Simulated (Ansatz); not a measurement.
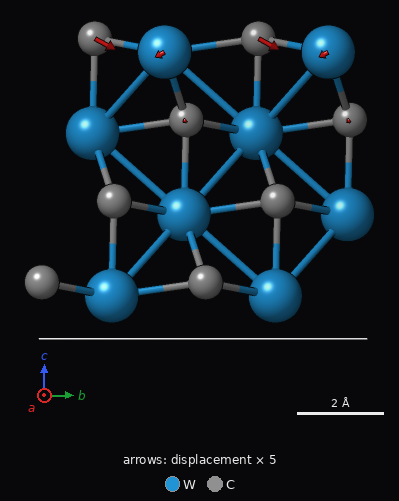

A constrained relaxation of a slab of composition WC (cut from the P-6m2 phase). The starting structure is drawn; red arrows show the displacements, magnified 5 times.

The picture is a ball-and-stick view of the cell of the calculation, outlined in the plane, without the vacuum, seen along the a axis.

Case: clean slab, lower half held. The slab is the (1 0 1) face of WC. 16 atoms are held fixed.

Theory: DFT PBE, scalar-relativistic, plane waves, PAW in Ansatz. (plane-wave cutoff 420 eV; k-point mesh 6 × 4 × 1; occupations gaussian; smearing width 0.1 eV; no spin polarisation; dipole correction; atoms relaxed in a fixed cell; force threshold 0.03 eV/Å; at most 70 steps)

### Which element moves most?

Carbon: up to 0.12 Å, against 0.05 Å for tungsten.

### What did the optimiser do to the structure, and how much energy did it gain?

The energy falls by 0.496 eV per cell of the calculation in 5 geometry steps. The largest force component goes from 1.1 to 0.0065 eV/Å. The largest moves, 0.12 Å, are those of C atoms. Largest moves by element: C 0.12 Å, W 0.05 Å. The cell stays as it was. Some distances before and after: C–W 2.207 → 2.350 Å, C–W 2.207 → 2.096 Å, C–W 2.207 → 2.146 Å, W–W 2.922 → 2.872 Å. Among the angles between lasting bonds that change: W–C–W 82.9° → 88.4°, W–C–W 82.9° → 85.2°, W–C–W 135.1° → 133.0°. Cost: 10 min on 4 threads of Arm Neoverse V1, with other jobs on the host, peak memory 4.2 GiB.
